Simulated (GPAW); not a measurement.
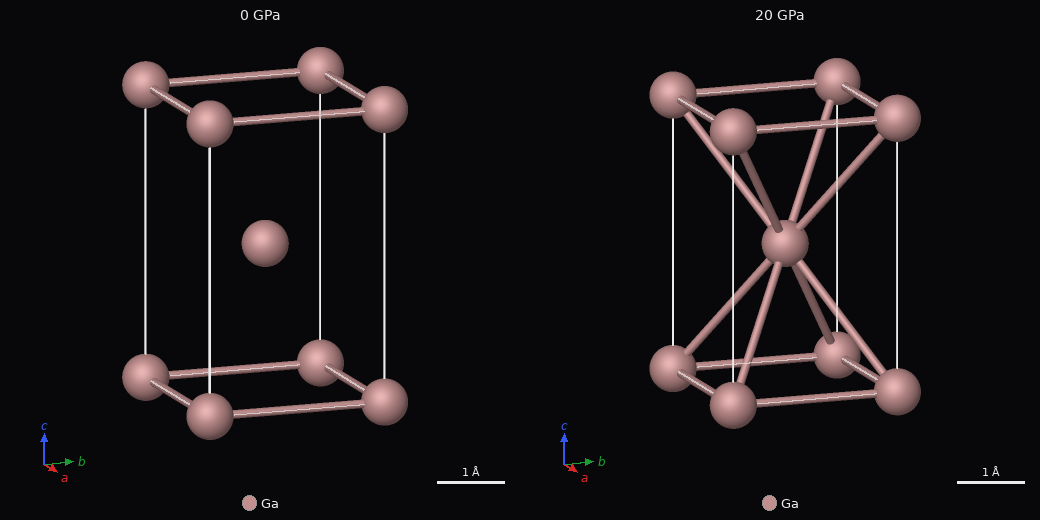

Ga, space group I4/mmm (No. 139), relaxed (cell and atoms) under a series of hydrostatic pressures; the conventional cell is drawn at the lowest and the highest, to one scale (sticks follow a distance rule). The start was a structure listed in the Materials Project. This isn't the form of Ga at room conditions, which is orthorhombic.

Alike in all runs: GPAW 26.7.0; functional PBEsol; potentials PAW data sets generated in the run's folder for this functional; cutoff 600 eV; k mesh 13 × 13 × 13 on the run's cell of 1 atom; occupations fermi-dirac, width 0.05 eV; no spin polarisation; no spin-orbit coupling.

```tsv
pressure (GPa)	volume (Å³/atom)	a (Å)	c (Å)
0.1	17.693	2.799	4.516
2.0	17.175	2.766	4.490
4.9	16.562	2.735	4.427
9.8	?	?	?
19.9	14.607	2.630	4.223
```

### What equation of state do the given rows imply, and what volume does it predict for the missing row?

The fit gives V0 = 17.71 Å³/atom, B0 = 61 GPa and B0′ = 5.5, which puts the volume at 9.8 GPa at 15.75 Å³/atom. The run gave volume 15.764 Å³/atom; a 2.694 Å; c 4.345 Å.

### Which axis yields most up to 20 GPa?

The axes shrink nearly alike: a −6.0 %, c −6.5 %, against −17.4 % in volume.

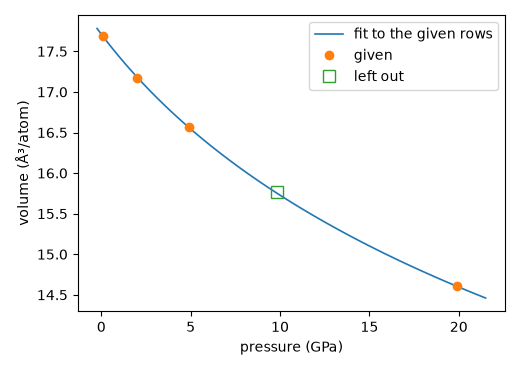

Volume against pressure, with the fit. The structure was kept in its own symmetry, so a change to another phase within this range wouldn't be seen.

Caveat: later steps reuse the first step's grids.
